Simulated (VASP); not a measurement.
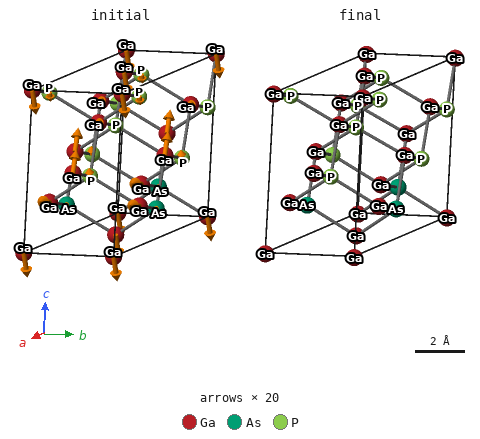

The structure of crystalline Ga$_{4}$AsP$_{3}$ (a generated structure, set up in Cm) before (left) and after (right) a relaxation, at one scale. The orange arrows give the displacements (the part carried along by the change of the cell is left out), magnified 20 times.

Style: ball-and-stick. Shown: the conventional cell (2 times the calculation's cell), slightly off an axis. Lengths and directions refer to the drawn axes.

The run lets cell and atoms move.

Theory: VASP, Kohn-Sham DFT of a periodic cell, LDA, VASP PAW LDA potentials, recommended.

The input:
```
  PREC = Accurate
  ENCUT = 300
  EDIFF = 1E-6
  ISMEAR = 0
  SIGMA = 0.02
  LREAL = False
  LASPH = True
  NELM = 100
  ALGO = Normal
  ISIF = 3
  LWAVE = False
  LCHARG = False
  IBRION = 2
  NSW = 60
  EDIFFG = -0.01
  KPAR = 2
```

Run as
```bash
cat potpaw_LDA.64/Ga_d/POTCAR potpaw_LDA.64/As/POTCAR potpaw_LDA.64/P/POTCAR > POTCAR
mpirun -np 2 vasp_std > vasp.out
```

### Describe what moved and what it gained.

After 22 geometry steps the energy has fallen by 0.146 eV per cell of the calculation. Largest force component: 0.78 eV/Å at the start, 0.0057 eV/Å at the end. Pressure: −3.43 GPa at the start and 0.05 GPa at the end. The atom that moves furthest relative to the cell is a Ga atom (0.064 Å along [3 0 1]). By element the largest moves are Ga 0.064 Å, P 0.022 Å, As 0.005 Å. The volume changes by −4.4 %, with a 12.960 → 12.762 Å (−1.5 %), b 3.908 → 3.870 Å (−1.0 %), c 6.768 → 6.640 Å (−1.9 %), β 100.0° → 100.2°. Some distances before and after: Ga–P 2.393 → 2.320 Å, Ga–P 2.393 → 2.342 Å, As–Ga 2.393 → 2.415 Å. Bond angles that change, for instance: P–Ga–P 109.5° → 111.6°, Ga–P–Ga 109.5° → 107.4°, Ga–As–Ga 109.5° → 107.5°. The space group stays Cm (No. 8).
